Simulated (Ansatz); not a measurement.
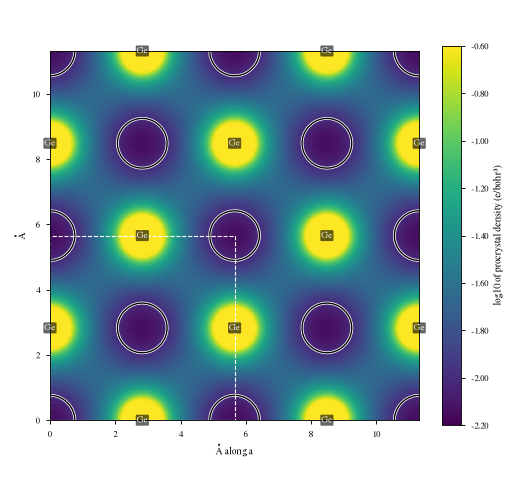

Procrystal electron density of Ge in space group Fd-3m, computed on the section z = 0.000 (parallel to a and b; the dashed line is one cell). It is the sum of the densities of spherically averaged neutral Hartree-Fock atoms, not a self-consistent density. The black line is the 0.01 e/bohr³ contour that bounds the voids. The usual level for crystal voids is 0.002 e/bohr³; this crystal has almost no region below it, so a higher level is used, which marks the interstitial space of lowest density.

Origin of the cell: a calculation's input that goes back to an entry of the Crystallography Open Database (an earlier step may have relaxed or displaced it).

```yaml
crystal:
  lattice:
    - [5.65754, 0.00000, 0.00000]
    - [0.00000, 5.65754, 0.00000]
    - [0.00000, 0.00000, 5.65754]
  atoms:
    - { symbol: Ge, position: [0.00000, 0.00000, 0.50000] }
    - { symbol: Ge, position: [0.25000, 0.75000, 0.25000] }
    - { symbol: Ge, position: [0.00000, 0.50000, 0.00000] }
    - { symbol: Ge, position: [0.25000, 0.25000, 0.75000] }
    - { symbol: Ge, position: [0.50000, 0.00000, 0.00000] }
    - { symbol: Ge, position: [0.75000, 0.75000, 0.75000] }
    - { symbol: Ge, position: [0.50000, 0.50000, 0.50000] }
    - { symbol: Ge, position: [0.75000, 0.25000, 0.25000] }
```

### What share of the cell is void by this measure?

The voids take about 12 % of the cell (21 Å³ of 181.1 Å³) and are bounded by about 81 Å² of surface per cell.

### What shape does the empty space take in three dimensions?

Where they connect, they form a three-dimensional network.

### How low does the density fall, and where?

To about 0.0071 e/bohr³ near 0.00, 0.00, 0.00 (fractional), 2.4 Å from the nearest nucleus.

### At what density do the voids first join through the crystal?

At about 0.0088 e/bohr³, as a three-dimensional network.
